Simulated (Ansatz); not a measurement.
**PbF2: density, localisation and related maps**

```cif
data_structure
_symmetry_space_group_name_H-M 'P 1'
_symmetry_Int_Tables_number 1
_cell_length_a 5.5954
_cell_length_b 5.5954
_cell_length_c 3.8864
_cell_angle_alpha 90.000
_cell_angle_beta 90.000
_cell_angle_gamma 90.000
_cell_volume 121.68
loop_
_atom_site_label
_atom_site_type_symbol
_atom_site_fract_x
_atom_site_fract_y
_atom_site_fract_z
_atom_site_occupancy
Pb1 Pb 0.50000 0.50000 0.50000 1
Pb2 Pb 0.00000 0.00000 0.00000 1
F1 F 0.69229 0.69229 0.00000 1
F2 F 0.80771 0.19229 0.50000 1
F3 F 0.30771 0.30771 0.00000 1
F4 F 0.19229 0.80771 0.50000 1
```

Space group P4₂/mnm; a structure from a database of computed crystals, not necessarily the ambient phase; started from the MgH2-136 prototype, which need not be the ambient phase.

All numbers below come from Ansatz, DFT, PBEsol, plane waves, PAW.

Core electrons are frozen (PAW), and the valence fields are smoothed inside the atomic spheres.

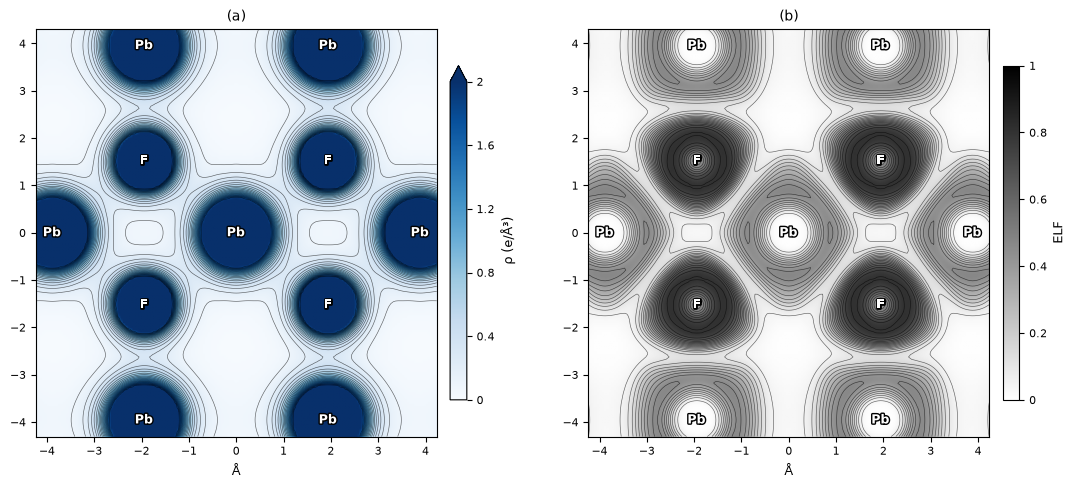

Figure 1. (a) valence pseudo-density; (b) ELF on the (11̄0) plane of the conventional cell.

### Interpret the plot.

- The section cuts through Pb and F sites.
- Pb–F (2.43 Å): ρ is about 0.34 e/Å³ halfway; the ELF is about 0.15 at the midpoint; no localised pair shows between them.
- Between the atoms the lowest density in this plane is 0.01 e/Å³.

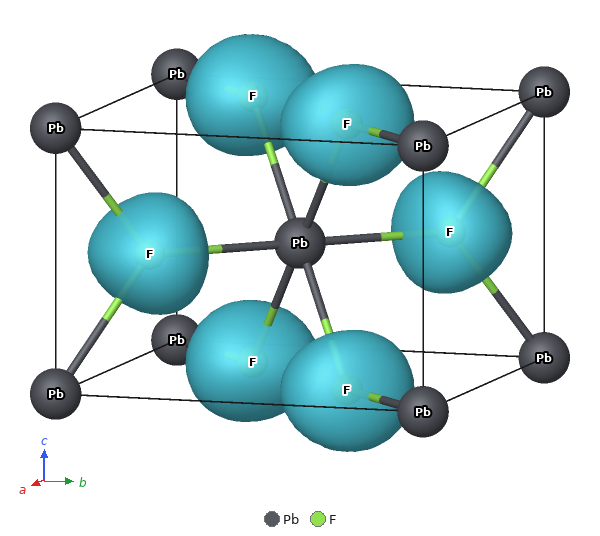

Figure 2. Isosurface of the electron localisation function at 0.6 (cyan), seen slightly off an axis. Only the valence region is drawn (cores and ρ < 0.01 e/Å³ removed). Sticks mark near contacts.

### Identify the bonds, lone pairs and shells in this picture.

At this value the surface marks out four regions wrapped around F (the valence shell of each), counted in one cell of 6 atoms. Regions shared between cells count once.

### Metal or insulator at this level of theory?

It is gapped, with a Kohn–Sham gap of 3.6 eV on the k-point mesh, an upper bound to the gap of this method.
